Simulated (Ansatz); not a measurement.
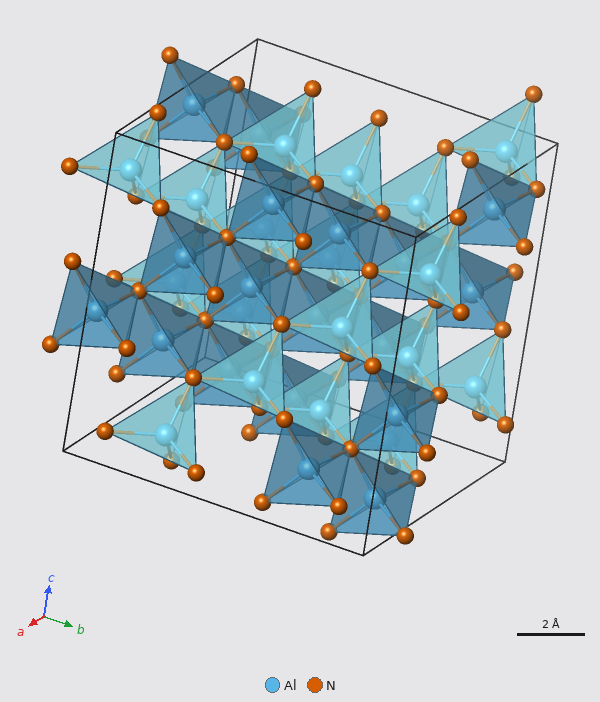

*The input geometry (polyhedral view of the cell of the calculation, seen slightly off an axis; polyhedra are completed across the faces of the cell).*

Run report: AlN, single-point calculation (part 1 of 2)

- system: AlN (P6₃mc, 64 atoms in the cell)
- method: DFT PBE, scalar-relativistic, plane waves, PAW, no spin polarisation (Ansatz 0.2.0)

The structure derives from an entry of the Crystallography Open Database.

Output:
```
Engine: ansatz 0.2.0, aarch64-unknown-linux-gnu
Pseudopotentials: kind: paw
Pseudopotential: Al, paw, valence charge 3, recommended cutoff 420 eV (normal), Al.paw.azcp
Pseudopotential: N, paw, valence charge 5, recommended cutoff 420 eV (normal), N.paw.azcp
Functional definition: PBE
  parameter kappa = 0.804
  parameter beta = 0.06672455060314922
  exchange = pbe_x(kappa = kappa, mu = beta*pi^2/3)
  correlation = pbe_c(beta = beta)
Crystal: 64 atoms, lattice volume = 681.294 Å³
Basis set: ecut = 420 eV, 13335 PW (Γ), exchange–correlation on 144×144×144 points (8 copies of the dense FFT grid, shifted against one another)
Bands: 192, of which v1, the nominal top of the filled ones, is band 128 counted from 1 (127 counted from 0)
Symmetry: 64 space group operations
Space group: P63mc (ITA 186), of the structure as read, at distance tolerance 8.8e-5 Å
k-points: 4 of 8 (time reversal used)
Non-local potential: Al, projectors of the file, l = 0: 2, l = 1: 2, l = 2: 1
Non-local potential: N, projectors of the file, l = 0: 2, l = 1: 2, l = 2: 1
PAW form: soft (Blöchl's): semilocal exchange-correlation on the pseudo side does not see the compensation charge
PAW one-centre angular grid: Al, 110 points (default); XC on 64 Gauss nodes
PAW one-centre angular grid: N, 110 points (default); XC on 64 Gauss nodes
Initial density: superposition of atomic densities (neutral atoms: chi_scale 0, normalization atom), corrected by the library's trained network
Initial wavefunctions: pseudopotential atomic-orbital guess
Functional: x = pbe(κ = 0.804, μ = 0.2195149727645171), c = pbe(β = 0.06672455060314922)
SCF iter   1: F=—  HF=-29576.125104 eV  |F-HF|=—  |Δ(HF+E_count)|=         —  Δρ=7.96e-4  dr2=1.83e-3  ethr=1.77e-3  ⟨swp⟩=6.0  Hψ=3413  notcnv=0  defer=90
preconditioner: auto → Resta (q_TF=auto, 2.318 Å⁻¹)  ε∞=4.1  [insulator: Δε(μ)=4.763 eV  Ē_g=12.983 eV  σ=0.010 eV  W_gap=1.00  n_scr=148 (ndim 8)  ℏωp=22.8 eV  f_vac=0.000  D(μ)=0.00/eV (n_scr^D=0)  ε∞_Penn≈4.1]
SCF iter   2: F=—  HF=-29576.125002 eV  |F-HF|=—  |Δ(HF+E_count)|=   1.02e-4  Δρ=4.37e-4  dr2=5.06e-4  ethr=7.14e-7  ⟨swp⟩=2.0  Hψ=1428  notcnv=0  defer=220
SCF iter   3: F=—  HF=-29576.126476 eV  |F-HF|=—  |Δ(HF+E_count)|=   1.47e-3  Δρ=5.50e-5  dr2=1.13e-5  ethr=1.98e-7  ⟨swp⟩=2.0  Hψ=1096  notcnv=0  defer=44
automatic band count: iteration 3 solves 148 bands in place of 192: the levels show a gap, and the empty bands left out lie too high to hold charge; the band table lists the bands solved (type scf.n_extra_bands for more)
SCF iter   4: F=—  HF=-29576.126258 eV  |F-HF|=—  |Δ(HF+E_count)|=   2.18e-4  Δρ=1.78e-5  dr2=2.16e-6  ethr=4.43e-9  ⟨swp⟩=2.0  Hψ=1053  notcnv=0  defer=44
SCF iter   5: F=—  HF=-29576.126258 eV  |F-HF|=—  |Δ(HF+E_count)|=   4.08e-7  Δρ=9.84e-6  dr2=4.63e-7  ethr=8.42e-10  ⟨swp⟩=2.0  Hψ=1053  notcnv=0  defer=44
SCF iter   6: F=-29576.126258 eV  HF=-29576.126258 eV  |F-HF|=6.84e-9  |Δ(HF+E_count)|=   6.97e-9  Δρ=1.09e-6  dr2=5.74e-9  ethr=3.91e-11  ⟨swp⟩=8.2  Hψ=2159  notcnv=0
SCF 1 converged in 6 iterations: F = -29576.126258 eV  dr2 = 5.74e-9
  greatest PAW one-centre occupation: 0.787 electrons in one spin orbital (limit 2), on the N atom at site 63 (counted from 0), in its partial waves of l = 0
```

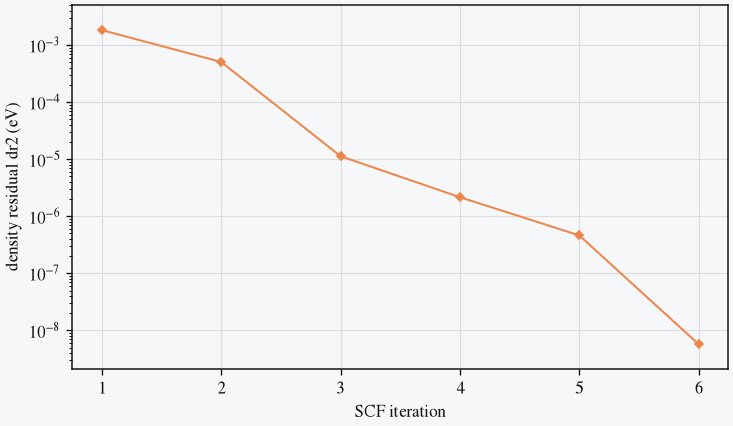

*Convergence of the self-consistent field: density residual dr2 against the SCF iteration.*

The residual falls at every step.

```
SCF converged after 6 iterations
Free energy (F): -29576.126258 eV
Harris-Foulkes:  -29576.126258 eV  (|F-HF|=6.84e-9)
Internal energy: -29576.126258 eV  (E = F + TS)
E sigma→0 (E₀):  -29576.126258 eV
Fermi energy:    9.260782 eV
--- Per-component energies (eV) ---
  E_band       = 445.639211
  E_kinetic    = 5077.136572
  E_local      = -7225.723527  (includes V_loc(G=0)·N_el)
  E_nonlocal   = 1768.052803
  E_hartree    = 2506.262930
  E_xc         = -3252.005081
  E_vxc        = -3446.085517  (∫ρ·V_xc dr)
  E_paw        = -19041.060170  (= ΣΔE_a)
  E_vpaw       = -740.271115  (= ΣTr[D̂ρ^β])
  E_aug_tail   = 0.003126  (compensation charges beyond the density's cutoff)
  E_ewald      = -9408.792909
  E_smearing   = -0.000000  (= −TS)
  E_closure    = -0.000000  (closes the sum)
  Σ components = -29576.126258   (vs F -29576.126258, Δ=0.00e0)
--- Forces (eV/Å), atoms counted from 1 ---
  atom   1  Al    -0.00005248    -0.00003030     0.00017947
  atom   2  Al    -0.00005248    -0.00003030     0.00017947
  atom   3  Al    -0.00005248    -0.00003030     0.00017947
  atom   4  Al    -0.00005248    -0.00003030     0.00017947
  atom   5  Al    -0.00005248    -0.00003030     0.00017947
  atom   6  Al    -0.00005248    -0.00003030     0.00017947
  atom   7  Al    -0.00005248    -0.00003030     0.00017947
  atom   8  Al    -0.00005248    -0.00003030     0.00017947
  atom   9  Al    -0.00005248    -0.00003030     0.00017947
  atom  10  Al    -0.00005248    -0.00003030     0.00017947
  atom  11  Al    -0.00005248    -0.00003030     0.00017947
  atom  12  Al    -0.00005248    -0.00003030     0.00017947
  atom  13  Al    -0.00005248    -0.00003030     0.00017947
  atom  14  Al    -0.00005248    -0.00003030     0.00017947
  atom  15  Al    -0.00005248    -0.00003030     0.00017947
  atom  16  Al    -0.00005248    -0.00003030     0.00017947
  atom  17  Al     0.00005248     0.00003030     0.00017947
  atom  18  Al     0.00005248     0.00003030     0.00017947
  atom  19  Al     0.00005248     0.00003030     0.00017947
  atom  20  Al     0.00005248     0.00003030     0.00017947
  atom  21  Al     0.00005248     0.00003030     0.00017947
  atom  22  Al     0.00005248     0.00003030     0.00017947
  atom  23  Al     0.00005248     0.00003030     0.00017947
  atom  24  Al     0.00005248     0.00003030     0.00017947
  atom  25  Al     0.00005248     0.00003030     0.00017947
  atom  26  Al     0.00005248     0.00003030     0.00017947
  atom  27  Al     0.00005248     0.00003030     0.00017947
  atom  28  Al     0.00005248     0.00003030     0.00017947
  atom  29  Al     0.00005248     0.00003030     0.00017947
  atom  30  Al     0.00005248     0.00003030     0.00017947
  atom  31  Al     0.00005248     0.00003030     0.00017947
  atom  32  Al     0.00005248     0.00003030     0.00017947
  atom  33  N     -0.00009816    -0.00005667    -0.00018227
  atom  34  N     -0.00009816    -0.00005667    -0.00018227
  atom  35  N     -0.00009816    -0.00005667    -0.00018227
  atom  36  N     -0.00009816    -0.00005667    -0.00018227
  atom  37  N     -0.00009816    -0.00005667    -0.00018227
  atom  38  N     -0.00009816    -0.00005667    -0.00018227
  atom  39  N     -0.00009816    -0.00005667    -0.00018227
  atom  40  N     -0.00009816    -0.00005667    -0.00018227
  atom  41  N     -0.00009816    -0.00005667    -0.00018227
  atom  42  N     -0.00009816    -0.00005667    -0.00018227
  atom  43  N     -0.00009816    -0.00005667    -0.00018227
  atom  44  N     -0.00009816    -0.00005667    -0.00018227
  atom  45  N     -0.00009816    -0.00005667    -0.00018227
  atom  46  N     -0.00009816    -0.00005667    -0.00018227
  atom  47  N     -0.00009816    -0.00005667    -0.00018227
  atom  48  N     -0.00009816    -0.00005667    -0.00018227
  atom  49  N      0.00009816     0.00005667    -0.00018227
  atom  50  N      0.00009816     0.00005667    -0.00018227
  atom  51  N      0.00009816     0.00005667    -0.00018227
  atom  52  N      0.00009816     0.00005667    -0.00018227
  atom  53  N      0.00009816     0.00005667    -0.00018227
  atom  54  N      0.00009816     0.00005667    -0.00018227
  atom  55  N      0.00009816     0.00005667    -0.00018227
  atom  56  N      0.00009816     0.00005667    -0.00018227
  atom  57  N      0.00009816     0.00005667    -0.00018227
  atom  58  N      0.00009816     0.00005667    -0.00018227
  atom  59  N      0.00009816     0.00005667    -0.00018227
  atom  60  N      0.00009816     0.00005667    -0.00018227
  atom  61  N      0.00009816     0.00005667    -0.00018227
  atom  62  N      0.00009816     0.00005667    -0.00018227
  atom  63  N      0.00009816     0.00005667    -0.00018227
  atom  64  N      0.00009816     0.00005667    -0.00018227
  max |Σ_I F_I| component: 8.95e-5 eV/Å
--- Stress (GPa, compression-positive) ---
        0.002847      -0.002924       0.000000
       -0.002924       0.006224      -0.000000
        0.000000      -0.000000       0.005617
  P = ⅓ Tr σ = 0.0049 GPa (0.049 kbar)
--- Band table (eV) ---
  k-point 0: bands = ["-7.5591", "-7.5591", "-7.5591", "-7.5591", "-6.6433", "-6.6433", "-6.6433", "-6.6433", "-6.4069", "-6.4069", "-6.4069", "-6.4069", "-6.2262", "-6.2262", "-6.2262", "-6.2262", "-5.9540", "-5.9540", "-5.9540", "-5.9540", "-5.7226", "-5.7226", "-5.7226", "-5.7226", "-5.6371", "-5.6371", "-5.6371", "-5.6371", "-5.5755", "-5.5755", "-5.5755", "-5.5755", "1.7554", "1.7554", "1.7554", "1.7554", "1.9143", "1.9143", "1.9143", "1.9143", "1.9932", "1.9932", "1.9932", "1.9932", "2.0789", "2.0789", "2.0789", "2.0789", "2.4228", "2.4228", "2.4228", "2.4228", "2.6094", "2.6094", "2.6094", "2.6094", "2.8431", "2.8431", "2.8431", "2.8431", "3.6056", "3.6056", "3.6056", "3.6056", "4.0293", "4.0293", "4.0293", "4.0293", "4.1068", "4.1068", "4.1068", "4.1068", "4.7507", "4.7507", "4.7507", "4.7507", "4.7609", "4.7609", "4.7609", "4.7609", "4.7999", "4.7999", "4.7999", "4.7999", "5.0261", "5.0261", "5.0261", "5.0261", "5.1139", "5.1139", "5.1139", "5.1139", "5.1309", "5.1309", "5.1309", "5.1309", "5.5266", "5.5266", "5.5266", "5.5266", "5.8168", "5.8168", "5.8168", "5.8168", "5.8650", "5.8650", "5.8650", "5.8650", "5.9507", "5.9507", "5.9507", "5.9507", "6.1693", "6.1693", "6.1693", "6.1693", "6.2315", "6.2315", "6.2315", "6.2315", "6.4127", "6.4127", "6.4127", "6.4127", "6.4857", "6.4857", "6.4857", "6.4857", "12.5944", "12.5944", "12.5944", "12.5944", "12.6266", "12.6266", "12.6266", "12.6266", "12.7327", "12.7327", "12.7327", "12.7327", "12.7431", "12.7431", "12.7431", "12.7431", "13.5456", "13.5456", "13.5456", "13.5456"]
```
